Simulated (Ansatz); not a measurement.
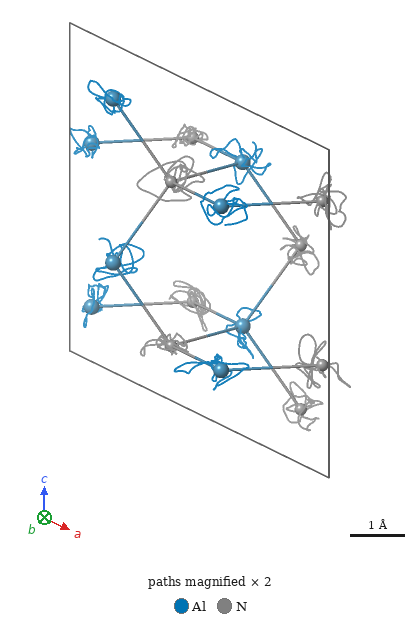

Molecular dynamics of a 16-atom cell of AlN (set up in P6_3mc), 300 fs long. Lines trace each atom's path, in the colour of its element; spheres stand at the starting positions. The excursions are magnified 2 times. Seen along the b axis in the reduced simulation cell.

The calculation used Ansatz 0.2.0, DFT PBE, scalar-relativistic, plane waves, PAW. Run with plane-wave cutoff 420 eV; k-point mesh 2 × 2 × 2; Fermi-Dirac smearing 0.155 eV; volume 1.06 times that of the relaxed crystal; Langevin thermostat (NVT); set temperature 1800 K; time step 2 fs; friction 0.05 per fs.

### Describe the motion.

In the second half of the run the atoms are, in the root-mean-square, this far from where they began (common drift taken out): Al 0.19 Å, N 0.19 Å. That is small against the typical shortest distance between atoms in the first frame, about 1.9 Å: the atoms vibrate about their sites and the arrangement holds.
